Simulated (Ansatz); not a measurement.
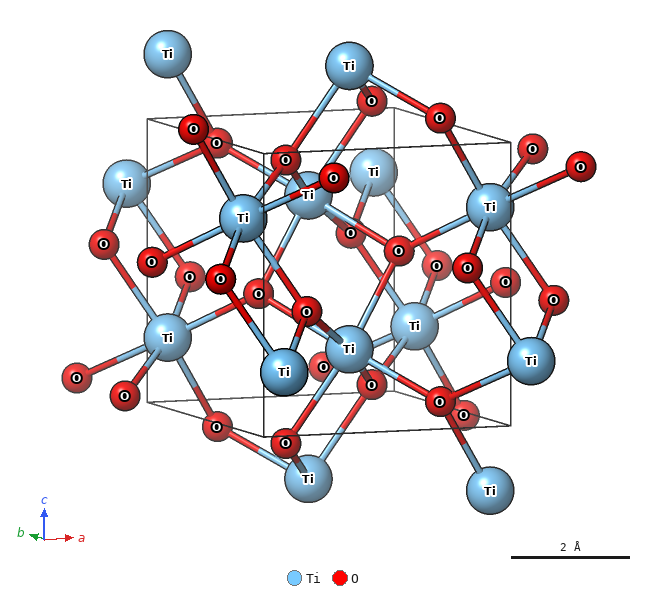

The image is a ball-and-stick drawing of a crystal, viewed slightly off an axis. The conventional unit cell is outlined; an atom on or near a face, edge or corner is repeated at each equivalent position. Atoms of adjacent cells appear where they bond to atoms in the box.

TiO₂, space group Pbcn (No. 60), a = 4.52 Å, b = 5.48 Å, c = 4.87 Å, α = 90.00°, β = 90.00°, γ = 90.00°.

The numbers come from Ansatz 0.2.0, DFT r2SCAN, scalar-relativistic, plane waves, PAW, using a plane-wave cutoff of 500 eV, a 6×4×6 grid in reciprocal space, Gaussian smearing of 0.02 eV, no spin polarisation.

What is the electronic character?

An insulator at this level, with a gap of 3.10 eV on the k-mesh (the true edges may lie between mesh points, so the gap can be somewhat smaller).

The structure comes from a structure listed in the Materials Project. It was relaxed with DFT r2SCAN, scalar-relativistic, plane waves, PAW (Ansatz) under a constraint or pressure on the cell, so some stress remains.
